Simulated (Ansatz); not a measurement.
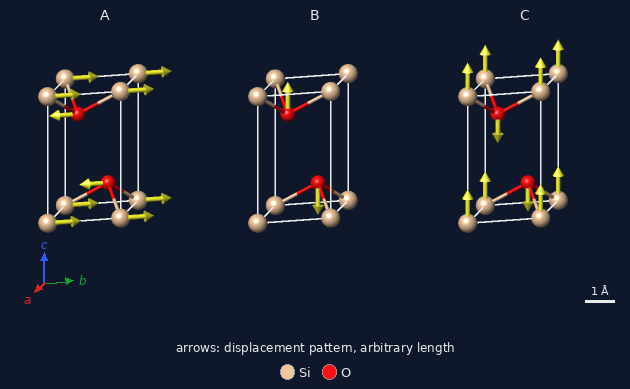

Modes of a crystal of SiO2 (a generated structure), space group P-3m1 (No. 164), at the zone centre (one member of each degenerate set). Displacements are drawn as yellow arrows; their common scale and sign are arbitrary. A ball-and-stick model of the cell of the calculation, seen slightly off an axis.

Method: DFT PBE+D3(BJ), scalar-relativistic, plane waves, PAW in Ansatz 0.2.0.

Frequencies are those without the non-analytic (LO–TO) term.

Question: Give the symmetry species and the selection rules of each.

Answer: A is E_u, infrared-active by symmetry (556 cm⁻¹). B is A₁g, Raman-active by symmetry (693 cm⁻¹). C is A₂u, infrared-active by symmetry (838 cm⁻¹). The crystal has a centre of inversion, so no mode is both.
